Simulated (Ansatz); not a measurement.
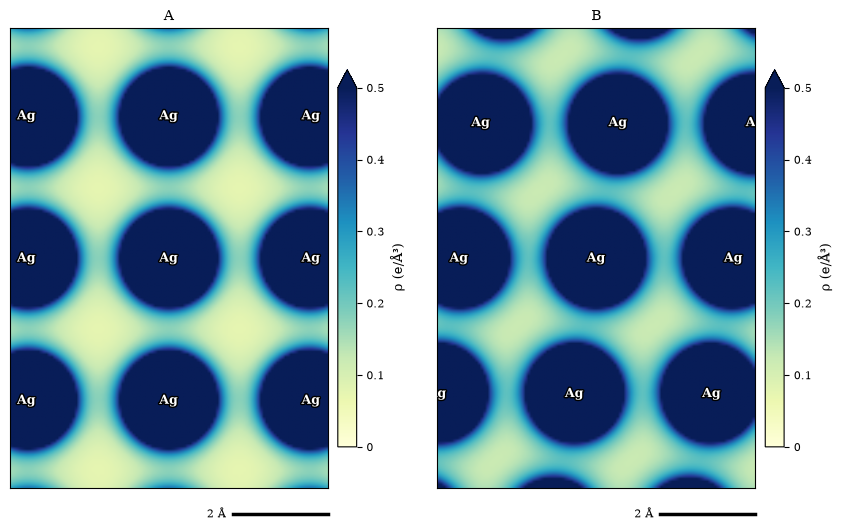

Ag. The valence charge density (pseudo) of two cells that differ in size and shape, on the (101) plane of each (indices in the axes of the calculation cell), at one length scale and on one colour scale; one has 15.6 and the other 19.2 Å³ an atom.

Computed without spin polarisation.

Level of theory: DFT PBEsol, scalar-relativistic, plane waves, PAW in Ansatz.

The density is the valence pseudo-density of a PAW calculation; it isn't the true density close to the nuclei.

The larger cell:

```
Ag
1.0
     0.00000    2.12482    2.12482
     2.12482    0.00000    2.12482
     2.12482    2.12482    0.00000
Ag
1
Direct
  0.00000 0.00000 0.00000
```

The smaller cell: a = 2.899 Å, b = 2.899 Å, c = 2.658 Å, α = 62.71°, β = 62.71°, γ = 54.59°.

> Which panel shows the smaller cell, and what does the compression change?

Panel B is the smaller cell, by 19 % in volume. From the larger cell to the smaller, Ag–Ag goes from 3.00 to 2.90 Å, and the density at its midpoint from 0.18 to 0.22 e/Å³; the pressure goes from −11 to 11 GPa.
